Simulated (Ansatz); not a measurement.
## Cr: geometry relaxation (part 2 of 2)

The same run, continued: Cr (2 atoms in the cell); DFT, PBE, PAW with Ansatz's default frozen-core files, scalar-relativistic, no spin polarisation (Ansatz 0.2.0); cutoff 420 eV, 17×17×9 k-mesh, Fermi–Dirac smearing of 0.1 eV. Its volume is 0.45 times that of the source entry. It belongs to a series of runs on one base structure; here: shape and atoms relaxed at 0.45 of the volume.

Geometry of the input (Å; fractional positions):
```
1.9078  0.0000  0.0000
-0.9539  1.6522  0.0000
0.0000  0.0000  3.4059
Cr 0.3333  0.6667  0.2500
Cr 0.6667  0.3333  0.7500
```

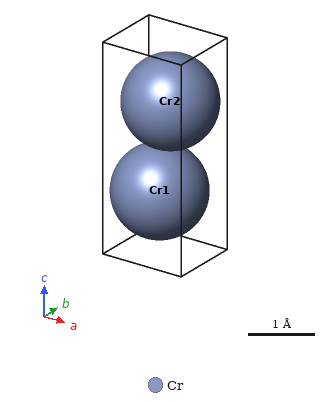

The geometry at step 2 of the log (spheres-only view of the cell of the calculation, seen slightly off an axis; atoms are numbered from 1 in the order of the input).

The program's output, continued
```
SCF iter   1: F=—  HF=-6736.518077 eV  |F-HF|=—  |Δ(HF+E_count)|=         —  Δρ=3.28e-3  dr2=2.63e-4  ethr=9.16e-7  ⟨swp⟩=2.0  Hψ=20661  notcnv=0
preconditioner: auto → none  [metal: Δε(μ)=0.032 eV  Ē_g=35.029 eV  σ=0.100 eV  W_gap=0.08  n_scr=2 (ndim 8)  ℏωp=55.5 eV  f_vac=0.000  D(μ)=1.45/eV (n_scr^D=22)]
SCF iter   2: F=—  HF=-6736.518028 eV  |F-HF|=—  |Δ(HF+E_count)|=   4.94e-5  Δρ=1.47e-3  dr2=4.33e-5  ethr=9.16e-7  ⟨swp⟩=1.0  Hψ=3630  notcnv=0
SCF iter   3: F=—  HF=-6736.518019 eV  |F-HF|=—  |Δ(HF+E_count)|=   8.73e-6  Δρ=1.11e-4  dr2=2.22e-7  ethr=1.55e-7  ⟨swp⟩=1.9  Hψ=4811  notcnv=0
iter 4 did not close the SCF: its close was put off for the readings that it lacked (scf_convergence_deferred on its scf_iter line)
SCF iter   4: F=-6736.518019 eV  HF=-6736.518019 eV  |F-HF|=1.31e-9  |Δ(HF+E_count)|=   1.12e-7  Δρ=6.59e-6  dr2=1.51e-9  ethr=7.92e-10  ⟨swp⟩=2.0  Hψ=5145  notcnv=0
iter 5 did not close the SCF: its close was put off for the readings that it lacked (scf_convergence_deferred on its scf_iter line)
SCF iter   5: F=-6736.518019 eV  HF=-6736.518019 eV  |F-HF|=2.21e-10  |Δ(HF+E_count)|=  5.28e-10  Δρ=2.09e-6  dr2=2.12e-10  ethr=5.41e-12  ⟨swp⟩=2.0  Hψ=6032  notcnv=0
SCF iter   6: F=-6736.518019 eV  HF=-6736.518019 eV  |F-HF|=0.00e0  |Δ(HF+E_count)|=  9.64e-11  Δρ=2.64e-7  dr2=2.33e-12  ethr=1.00e-12  ⟨swp⟩=4.0  Hψ=16173  notcnv=0
SCF 4 converged in 6 iterations: F = -6736.518019 eV  dr2 = 2.33e-12
relax step   4: F+E_penalty+E_count = -6736.51801892 eV  Δ(F+E_penalty+E_count) = -5.900e-3 eV  max|allowed force component| = 2.128e-16 eV/Å  Δτ_max = 0.0000 Å  P = +824.832 GPa  Ω = 10.735 Å³  energy of the carried Pulay correction = -9.292e-4 eV  fix = [volume]  reactions: volume +824.832 GPa  (6 SCF iters, dr2 threshold 2.00e-7 eV, accepted)
iter 1 solved again at ethr=5.80e-8 eV; its pass at ethr=3.10e-3 eV (dr2=1.62e-5 eV) is discarded
SCF iter   1: F=—  HF=-6736.518239 eV  |F-HF|=—  |Δ(HF+E_count)|=         —  Δρ=8.04e-4  dr2=1.60e-5  ethr=5.80e-8  ⟨swp⟩=2.0  Hψ=18358  notcnv=0
preconditioner: auto → none  [metal: Δε(μ)=0.044 eV  Ē_g=35.022 eV  σ=0.100 eV  W_gap=0.11  n_scr=2 (ndim 8)  ℏωp=55.5 eV  f_vac=0.000  D(μ)=1.43/eV (n_scr^D=22)]
SCF iter   2: F=—  HF=-6736.518231 eV  |F-HF|=—  |Δ(HF+E_count)|=   7.69e-6  Δρ=3.59e-4  dr2=2.63e-6  ethr=5.72e-8  ⟨swp⟩=1.0  Hψ=3630  notcnv=0
iter 3 did not close the SCF: its close was put off for the readings that it lacked (scf_convergence_deferred on its scf_iter line)
SCF iter   3: F=-6736.518231 eV  HF=-6736.518231 eV  |F-HF|=2.76e-9  |Δ(HF+E_count)|=   3.96e-8  Δρ=2.67e-5  dr2=1.26e-8  ethr=9.40e-9  ⟨swp⟩=1.4  Hψ=3999  notcnv=0
iter 4 did not close the SCF: its close was put off for the readings that it lacked (scf_convergence_deferred on its scf_iter line)
SCF iter   4: F=-6736.518231 eV  HF=-6736.518231 eV  |F-HF|=2.06e-10  |Δ(HF+E_count)|=   1.07e-8  Δρ=2.31e-6  dr2=2.50e-10  ethr=4.49e-11  ⟨swp⟩=2.5  Hψ=5863  notcnv=0
iter 5 did not close the SCF: its close was put off for the readings that it lacked (scf_convergence_deferred on its scf_iter line)
SCF iter   5: F=-6736.518231 eV  HF=-6736.518231 eV  |F-HF|=1.55e-11  |Δ(HF+E_count)|=  8.82e-11  Δρ=6.29e-7  dr2=1.68e-11  ethr=1.00e-12  ⟨swp⟩=2.0  Hψ=5641  notcnv=0
SCF iter   6: F=-6736.518231 eV  HF=-6736.518231 eV  |F-HF|=9.09e-13  |Δ(HF+E_count)|=  6.37e-12  Δρ=9.40e-8  dr2=2.72e-13  ethr=1.00e-12  ⟨swp⟩=4.2  Hψ=14629  notcnv=0
SCF 5 converged in 6 iterations: F = -6736.518231 eV  dr2 = 2.72e-13
relax step   5: F+E_penalty+E_count = -6736.51823096 eV  Δ(F+E_penalty+E_count) = -2.120e-4 eV  max|allowed force component| = 8.882e-16 eV/Å  Δτ_max = 0.0000 Å  P = +825.025 GPa  Ω = 10.735 Å³  energy of the carried Pulay correction = -9.627e-4 eV  fix = [volume]  reactions: volume +825.025 GPa  (6 SCF iters, dr2 threshold 2.00e-7 eV, accepted)
Initial wavefunctions: pseudopotential atomic-orbital guess (no wavefunctions were taken with the density)
iter 1 solved again at ethr=2.21e-8 eV; its pass at ethr=3.10e-3 eV (dr2=6.18e-6 eV) is discarded
SCF iter   1: F=—  HF=-6736.519095 eV  |F-HF|=—  |Δ(HF+E_count)|=         —  Δρ=1.29e-3  dr2=5.71e-6  ethr=2.21e-8  ⟨swp⟩=2.6  Hψ=23614  notcnv=0
preconditioner: auto → none  [metal: Δε(μ)=0.044 eV  Ē_g=35.021 eV  σ=0.100 eV  W_gap=0.11  n_scr=2 (ndim 8)  ℏωp=55.5 eV  f_vac=0.000  D(μ)=1.43/eV (n_scr^D=22)]
SCF iter   2: F=—  HF=-6736.519168 eV  |F-HF|=—  |Δ(HF+E_count)|=   7.25e-5  Δρ=6.46e-4  dr2=1.42e-6  ethr=2.04e-8  ⟨swp⟩=1.0  Hψ=3630  notcnv=0
SCF iter   3: F=—  HF=-6736.519195 eV  |F-HF|=—  |Δ(HF+E_count)|=   2.74e-5  Δρ=9.05e-6  dr2=1.37e-9  ethr=5.06e-9  ⟨swp⟩=1.0  Hψ=3630  notcnv=0
iter 4 did not close the SCF: its close was put off for the readings that it lacked (scf_convergence_deferred on its scf_iter line)
SCF iter   4: F=-6736.519195 eV  HF=-6736.519195 eV  |F-HF|=7.37e-11  |Δ(HF+E_count)|=   2.97e-9  Δρ=1.78e-6  dr2=1.10e-10  ethr=4.91e-12  ⟨swp⟩=2.0  Hψ=5826  notcnv=0
iter 5 did not close the SCF: its close was put off for the readings that it lacked (scf_convergence_deferred on its scf_iter line)
SCF iter   5: F=-6736.519195 eV  HF=-6736.519195 eV  |F-HF|=0.00e0  |Δ(HF+E_count)|=  1.36e-11  Δρ=4.55e-7  dr2=6.67e-12  ethr=1.00e-12  ⟨swp⟩=2.7  Hψ=5671  notcnv=0
SCF iter   6: F=-6736.519195 eV  HF=-6736.519195 eV  |F-HF|=0.00e0  |Δ(HF+E_count)|=  9.09e-13  Δρ=6.73e-8  dr2=1.15e-13  ethr=1.00e-12  ⟨swp⟩=3.6  Hψ=12969  notcnv=0
SCF 6 converged in 6 iterations: F = -6736.519195 eV  dr2 = 1.15e-13
relax step   6: F+E_penalty+E_count = -6736.51919543 eV  Δ(F+E_penalty+E_count) = -9.645e-4 eV  max|allowed force component| = 9.807e-16 eV/Å  Δτ_max = 0.0000 Å  P = +824.930 GPa  Ω = 10.735 Å³  fix = [volume]  reactions: volume +824.930 GPa  stress off target by 1.28e-2 GPa on what of the cell is left free  SCF on the basis re-selected at this cell (its energy is not comparable with the rows above)  (6 SCF iters)
basis re-selected at this cell: Δ(F+E_penalty+E_count) = -9.645e-4 eV, ΔP = -0.095 GPa vs the last step (what re-selecting the basis moved, of the pressure what is left beyond the Pulay correction that the steps carried, after the strain that the cell walked since its last selection, with what the two solves' SCF thresholds leave and, on support functions, any second-order correction that the steps lacked; it is no measure of the basis error at this ecutwfc). This SCF's stress stands 1.28e-2 GPa from its target on what of the cell is left free (relax.cell.stress_tol is 6.40e-1 GPa) and its largest allowed force component is 9.81e-16 eV/Å (relax.f_tol is 5.00e-3 eV/Å): within both
SCF converged after 6 iterations
Free energy (F): -6736.519195 eV
Harris-Foulkes:  -6736.519195 eV  (|F-HF|=0.00e0)
Internal energy: -6736.471357 eV  (E = F + TS)
E sigma→0 (E₀):  -6736.495276 eV
Entropy (-TS):   -0.047839 eV (-23.919 meV/atom)
Fermi energy:    43.735253 eV
--- Per-component energies (eV) ---
  E_band       = 360.111631
  E_kinetic    = 765.121205
  E_local      = -973.878632  (includes V_loc(G=0)·N_el)
  E_nonlocal   = 213.187213
  E_hartree    = 642.453163
  E_xc         = -294.731017
  E_vxc        = -377.720310  (∫ρ·V_xc dr)
  E_paw        = -2433.476358  (= ΣΔE_a)
  E_vpaw       = -551.504910  (= ΣTr[D̂ρ^β])
  E_aug_tail   = 0.000743  (compensation charges beyond the density's cutoff)
  E_ewald      = -4655.147674
  E_smearing   = -0.047839  (= −TS)
  E_closure    = 0.000000  (closes the sum)
  Σ components = -6736.519195   (vs F -6736.519195, Δ=0.00e0)
--- Forces (eV/Å), atoms counted from 1 ---
  atom   1  Cr     0.00000000     0.00000000     0.00000000
  atom   2  Cr    -0.00000000    -0.00000000     0.00000000
  max |Σ_I F_I| component: 5.55e-17 eV/Å
--- Stress (GPa, compression-positive) ---
      824.936302      -0.000000       0.000000
        0.000000     824.936302       0.000000
        0.000000       0.000000     824.917111
  P = ⅓ Tr σ = 824.9299 GPa (8249.299 kbar)
--- Band table (eV; the first three rows and the last of 165) ---
  k-point 0: bands = ["-30.7279", "-27.8394", "-4.4118", "2.3267", "2.3267", "3.2825", "3.2825", "3.5192", "34.9296", "37.1805", "41.1357", "41.1357", "41.5756", "42.7986", "42.7986", "44.0901", "44.0901", "48.9519", "48.9519", "51.3028", "67.2452", "68.1571"]
  k-point 1: bands = ["-30.6544", "-27.9450", "-4.1747", "2.3549", "2.3549", "3.2531", "3.2531", "3.2645", "35.0716", "37.4233", "40.9872", "40.9872", "41.4621", "42.6112", "42.6112", "44.4651", "44.4651", "49.0042", "49.0042", "50.7032", "66.7544", "68.7663"]
  k-point 2: bands = ["-30.4389", "-28.2407", "-3.4955", "2.4362", "2.4362", "2.5417", "3.1685", "3.1685", "35.4859", "37.9839", "40.7424", "40.7424", "41.2884", "42.1426", "42.1426", "45.3592", "45.3592", "49.0489", "49.0489", "49.1599", "66.0893", "69.8436"]
  k-point 164: bands = ["-27.3993", "-27.3635", "-2.9094", "-2.8430", "-1.4085", "-0.9525", "2.2177", "2.2972", "36.8299", "37.2561", "37.9800", "38.7337", "42.2334", "42.3715", "44.3240", "44.6099", "49.1998", "49.3944", "62.8823", "63.2653", "65.4932", "66.1080"]
--- Relaxed structure (5 steps of the walk, 5 accepted, 1 SCFs on fresh bases) ---
  F+E_penalty+E_count = -6736.51919543 eV   max|allowed force component| = 9.807e-16 eV/Å   (the final SCF, on the basis selected at the relaxed cell)
  cell:  # Å, volume = 10.7350 Å³
    - [1.9810878758171653, 7.106407482303827e-32, 1.3073510489234296e-18]
    - [-0.9905439379085826, 1.7156724275870165, -6.536755244617151e-19]
    - [2.3339893528461997e-18, -5.947001362390652e-34, 3.1583903680638383]
  atoms:
    - { symbol: Cr, position: [0.33333333333333337, 0.6666666666666667, 0.25000000000000006] }
    - { symbol: Cr, position: [0.6666666666666667, 0.33333333333333337, 0.7500000000000001] }
```

File rho_z.tsv
```
# z_ang	rho[e/angstrom^3]
# format = ansatz-planar-average/11
# lattice	1.981087876	0.000000000	0.000000000
# lattice	-0.990543938	1.715672428	-0.000000000
# lattice	0.000000000	-0.000000000	3.158390368
# sites	2
# site	24	0.000000000	1.143781618	0.789597592
# site	24	0.990543938	0.571890809	2.368792776
0.000000	9.533713e-1
0.131600	1.108766e0
0.263199	1.593885e0
0.394799	2.413714e0
0.526398	3.428223e0
0.657998	4.302358e0
0.789598	4.652090e0
0.921197	4.302358e0
1.052797	3.428223e0
1.184396	2.413714e0
1.315996	1.593885e0
1.447596	1.108766e0
1.579195	9.533713e-1
1.710795	1.108766e0
1.842394	1.593885e0
1.973994	2.413714e0
2.105594	3.428223e0
2.237193	4.302358e0
2.368793	4.652090e0
2.500392	4.302358e0
2.631992	3.428223e0
2.763592	2.413714e0
2.895191	1.593885e0
3.026791	1.108766e0
```

Trajectory as extended XYZ (Å, eV, eV/Å), 6 frames, from step=1 to step=6
```
2
Lattice="1.9078 0.0000 0.0000 -0.9539 1.6522 0.0000 0.0000 0.0000 3.4059" Properties=species:S:1:pos:R:3:forces:R:3 step=1 energy=-6736.27142 pressure_GPa=835.35
Cr    0.0000    1.1014    0.8515    0.0000   0.0000   0.0000
Cr    0.9539    0.5507    2.5544    0.0000   0.0000   0.0000
2
Lattice="1.9272 0.0000 0.0000 -0.9636 1.6690 0.0000 0.0000 0.0000 3.3376" Properties=species:S:1:pos:R:3:forces:R:3 step=2 energy=-6736.39553 pressure_GPa=829.28
Cr    0.0000    1.1127    0.8344    0.0000   0.0000   0.0000
Cr    0.9636    0.5563    2.5032    0.0000   0.0000   0.0000
2
Lattice="1.9680 0.0000 0.0000 -0.9840 1.7044 0.0000 0.0000 0.0000 3.2004" Properties=species:S:1:pos:R:3:forces:R:3 step=3 energy=-6736.51212 pressure_GPa=824.52
Cr    0.0000    1.1362    0.8001    0.0000   0.0000   0.0000
Cr    0.9840    0.5681    2.4003    0.0000   0.0000   0.0000
2
Lattice="1.9784 0.0000 0.0000 -0.9892 1.7133 0.0000 0.0000 0.0000 3.1670" Properties=species:S:1:pos:R:3:forces:R:3 step=4 energy=-6736.51802 pressure_GPa=824.83
Cr    0.0000    1.1422    0.7917    0.0000   0.0000   0.0000
Cr    0.9892    0.5711    2.3752    0.0000   0.0000   0.0000
2
Lattice="1.9811 0.0000 0.0000 -0.9905 1.7157 0.0000 0.0000 0.0000 3.1584" Properties=species:S:1:pos:R:3:forces:R:3 step=5 energy=-6736.51823 pressure_GPa=825.02
Cr    0.0000    1.1438    0.7896    0.0000   0.0000   0.0000
Cr    0.9905    0.5719    2.3688    0.0000   0.0000   0.0000
2
Lattice="1.9811 0.0000 0.0000 -0.9905 1.7157 0.0000 0.0000 0.0000 3.1584" Properties=species:S:1:pos:R:3:forces:R:3 step=6 energy=-6736.51919 pressure_GPa=824.93
Cr    0.0000    1.1438    0.7896    0.0000   0.0000   0.0000
Cr    0.9905    0.5719    2.3688    0.0000   0.0000   0.0000
```

Summary

- outcome: converged
- space group (tolerance 0.01 Å): P6₃/mmc (194)
- electrons treated: 28
- free energy: −6736.5192 eV
- Fermi energy: 43.735 eV
- pressure: 824.93 GPa
- final volume: 10.74 Å³
- largest force (length of the vector) at the end: under 0.001 eV/Å
- final cell: a = 1.981 Å, b = 1.981 Å, c = 3.158 Å, α = 90.00°, β = 90.00°, γ = 120.00°
- hardware: 1 thread of Arm Neoverse V2, 24 GiB of memory available, shared host
- wall time: 13 s
- peak memory: 0.33 GiB

Notes

The run has no spin polarisation, so a magnetic state may lie lower. The cell is under a pressure of 825 GPa at this level, so it is not at its equilibrium volume.
